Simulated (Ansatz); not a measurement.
GaN (P6_3mc): refractive index against wavelength

The refractive index of GaN (P6_3mc) along x below the direct gap (1.96 eV on the mesh) is read from one computed spectrum, n = √(Re ε). x, y and z are the Cartesian axes of the input cell.

It takes space group P6_3mc (No. 186, hexagonal). The conventional cell has a = 3.180 Å, b = 3.180 Å, c = 5.166 Å, α = 90.00°, β = 90.00°, γ = 120.00°. Ga on site b has 4 N at 1.94 to 1.95 Å as nearest neighbours. N on site b is surrounded by 4 Ga at 1.94 to 1.95 Å.

Method: Ansatz 0.2.0, PBE, independent particles, k-mesh 9×9×5 with interpolation inside its cells, Gaussian parameter 0.1 eV.

Launch of the response step: `ansatz run input.yaml --threads 4 --pin off --max-ram 8192MiB --backend cpu --events-out ev --progress --plain --runs-dir out`. The run took 26 s, on 4 threads of Intel(R) Xeon(R) Platinum 8488C (Sapphire Rapids), on a shared host.

```tsv
wavelength (nm)	photon energy E (eV)	n
3000	0.413	2.4297
2000	0.620	2.4361
1550	0.800	2.4441
1310	0.946	2.4524
1064	1.165	?
```

In the single-oscillator model n² − 1 = E₀E_d/(E₀² − E²), so 1/(n² − 1) = E₀/E_d − E²/(E₀E_d) is linear in E².

Working, on the rows shown:

| x = E² (eV²) | y = 1/(n² − 1) |
| --- | --- |
| 0.170801 | 0.203938 |
| 0.384302 | 0.202651 |
| 0.639837 | 0.201061 |
| 0.895757 | 0.199431 |

Means: x̄ = 0.52267, ȳ = 0.20177. Σ(x − x̄)(y − ȳ) = -0.001841, Σ(x − x̄)² = 0.2959. Slope = -0.001841 / 0.2959 = -0.006221; intercept = ȳ − slope · x̄ = 0.20502. Turned back into n, the line misses the rows shown by at most 0.0001.

Question: What does the fit predict for the withheld row, and how well does it do?

Answer: At x = 1.3578 the line gives y = 0.19657, that is 2.4672. The run gave 2.4686, so the extrapolation is off by 0.0014, 4 % of the range in the table.

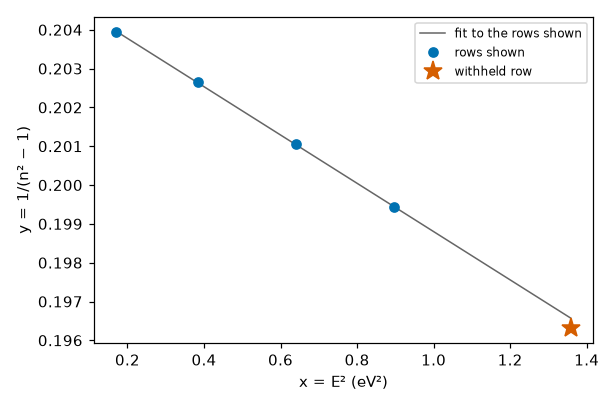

Refitted with all rows, the slope is -0.006428 and the intercept 0.20511. These give E₀ = √(intercept/−slope) = 5.65 eV and E_d = E₀/intercept = 27.5 eV; E₀ is 2.9 times the direct gap. The electronic limit at long wavelengths, without lattice vibrations, is n = √(1 + 1/intercept) = 2.424. The cell comes from an older database entry, whose edges can be off by a per cent or so. Excitons are left out and so are local fields; PBE gaps are as a rule too small. Spin-orbit coupling is left out.

[Logs are printed without paths, hosts, clocks, repeated set-up lines and the standing remarks that a program may print on its own settings, such as how far it seeks lower states.]
